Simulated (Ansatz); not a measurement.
SiC (slab)

Input file:

```
crystal:
  lattice:
    - [3.096935503, 0.0, 0.0]
    - [-1.5484677515, 2.6820248195, 0.0]
    - [0.0, 0.0, 25.7467083107]
  atoms:
    - { symbol: C, position: [0.0, 0.0, 0.2912993735] }
    - { symbol: Si, position: [0.3333333333, 0.6666666667, 0.3158523884] }
    - { symbol: C, position: [0.3333333333, 0.6666666667, 0.389511433] }
    - { symbol: Si, position: [0.6666666667, 0.3333333333, 0.4140644479] }
    - { symbol: C, position: [0.6666666667, 0.3333333333, 0.4877234926] }
    - { symbol: Si, position: [0.0, 0.0, 0.5122765074] }
    - { symbol: C, position: [0.0, 0.0, 0.5859355521] }
    - { symbol: Si, position: [0.3333333333, 0.6666666667, 0.610488567] }
    - { symbol: C, position: [0.3333333333, 0.6666666667, 0.6841476116] }
    - { symbol: Si, position: [0.6666666667, 0.3333333333, 0.7087006265] }
basis:
  ecutwfc: 420
kpoints:
  mp_grid: { grid: [9, 9, 1] }
hamiltonian:
  xc: pbe
scf:
  occupations: { method: gaussian, width: 0.05 }
output:
  forces: true
  eigenvalues: true
  write_density: true
  write_potential: true
  elf: true
  volumetric_format: npy
relax:
  adjacent_minimum: "off"
  f_tol: 0.02
  max_steps: 60
efield:
  axis: 3
  dipole_correction: true
  ramp_width: 0.04
```

Command:

```sh
ansatz run input.yaml --threads 1 --pin off --max-ram 2560MiB --backend cpu --events-out ev --progress --plain --runs-dir out
```

The fields are those of the run's last geometry, not of the input's.

The SCF solution may not be the lowest one.

Level of theory: Ansatz 0.2.0, DFT PBE, scalar-relativistic, plane waves, PAW.

In a PAW calculation such maps are meaningful between the atoms, not at the nuclei.

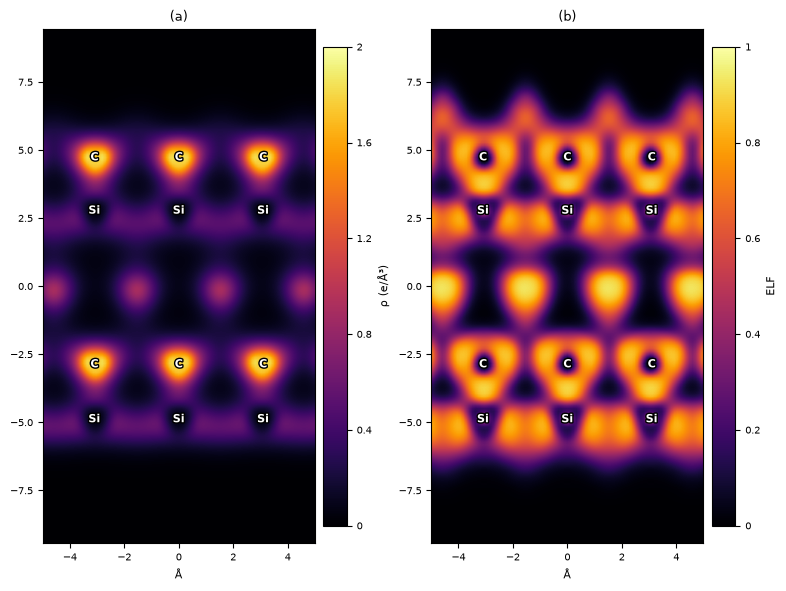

Figure 1. (a) valence pseudo-density; (b) ELF on the (100) plane of the calculation cell, a cut from vacuum to vacuum.

Interpret the plot.

Answer. Atoms in the plane: Si and C.
Atoms just off the plane (C, 0.9 Å away and Si, 0.9 Å away) can leave unmarked features too.
Si–C (1.95 Å): the density is about 0.74 e/Å³ at the midpoint; the ELF peaks at about 0.90 between the atoms.
Si–C (2.01 Å): ρ is about 0.69 e/Å³ halfway; the ELF peaks at about 0.90 between the atoms.
The density dies away to nearly zero in the vacuum.

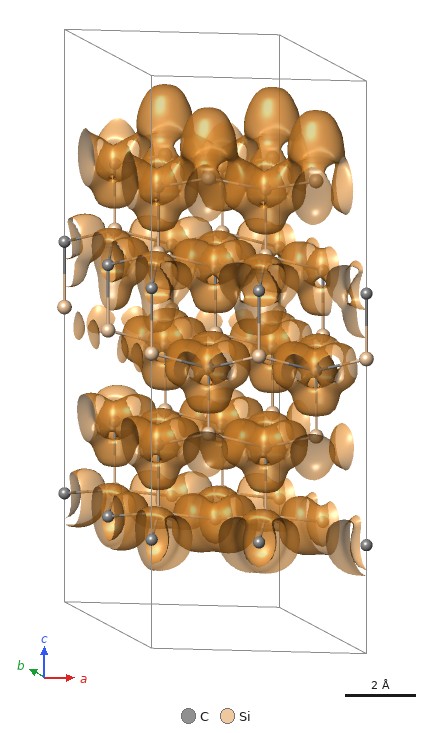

Figure 2. Isosurface of the electron localisation function at 0.7 (orange), seen slightly off an axis. Only the valence region is drawn (cores and ρ < 0.01 e/Å³ removed). Sticks mark near contacts.

Where are the electrons localised?

Answer. The surface consists of four regions on C in which the atom's valence shell and bonds are merged and sheets that run through the cell in two directions, counted in one cell of 10 atoms. Counts are for one cell; the picture repeats the cell along the surface. Along the contacts the grid gives the following. Si–C (1.82 Å): the ELF peaks at about 0.95 between the atoms. Si–C (1.88 Å): the ELF peaks at about 0.95 between the atoms.
